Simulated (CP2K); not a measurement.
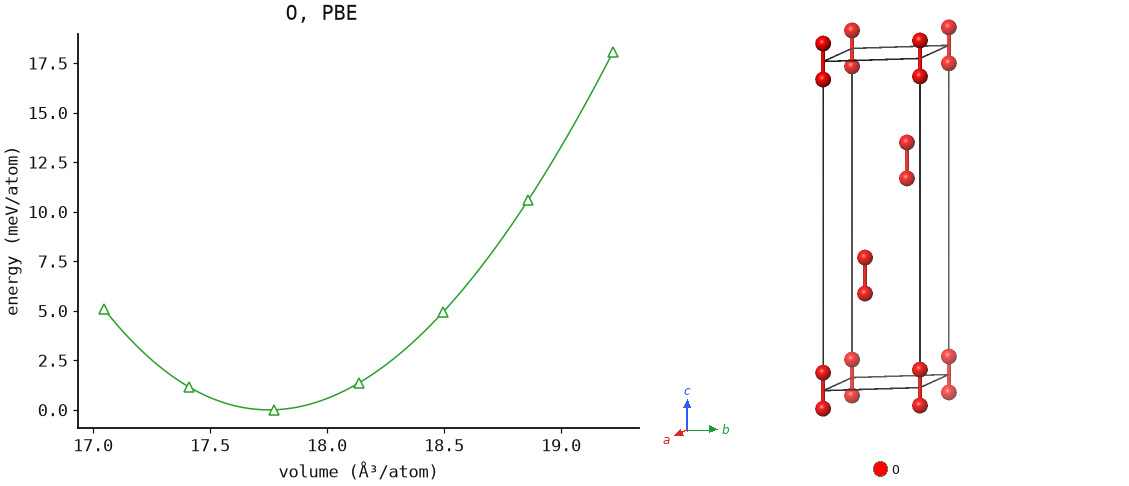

The figure shows the energy against volume for O, space group R-3m (No. 166). The conventional cell is drawn beside the plot.

Structure:
```cif
data_structure
_symmetry_space_group_name_H-M 'P 1'
_symmetry_Int_Tables_number 1
_cell_length_a 4.2034
_cell_length_b 4.2034
_cell_length_c 4.2034
_cell_angle_alpha 46.966
_cell_angle_beta 46.966
_cell_angle_gamma 46.966
_cell_volume 36.27
loop_
_atom_site_label
_atom_site_type_symbol
_atom_site_fract_x
_atom_site_fract_y
_atom_site_fract_z
_atom_site_occupancy
O1 O 0.05461 0.05461 0.05461 1
O2 O 0.94539 0.94539 0.94539 1
```

Computed with CP2K 2026.2: DFT in Gaussian orbitals with a plane-wave density, no spin polarisation; energies at scaled volumes of the given cell, shape and fractions fixed, counted from the fit's minimum, third-order Birch-Murnaghan fit. Level: PBE.

```csv
setting,value
k mesh,9×9×9
occupations,Fermi–Dirac
smearing width,0.05 eV
potentials,GTH PBE with UZH TZVP basis
density cutoff,8163 eV
program settings,"ngrids 5, rel cutoff ry 60, cutoff ry 600, basis sets O TZVP-MOLOPT-PBE-GTH-q6"
```

From this curve and the settings, what does the calculation give for the pressure at the same points?

The pressure falls from 2.39 GPa at volume 17.05 Å³/atom to −3.68 GPa at 19.22 Å³/atom, and changes sign near 17.75 Å³/atom.

| volume (Å³/atom) | pressure (GPa) |
| --- | --- |
| 17.05 | 2.39 |
| 17.41 | 1.10 |
| 17.77 | −0.06 |
| 18.13 | −1.11 |
| 18.50 | −2.06 |
| 18.86 | −2.91 |
| 19.22 | −3.68 |

Caveats: spin is off for a triplet molecule; shape and atomic fractions are frozen while scaling, which makes layered, chain and framework solids too stiff.
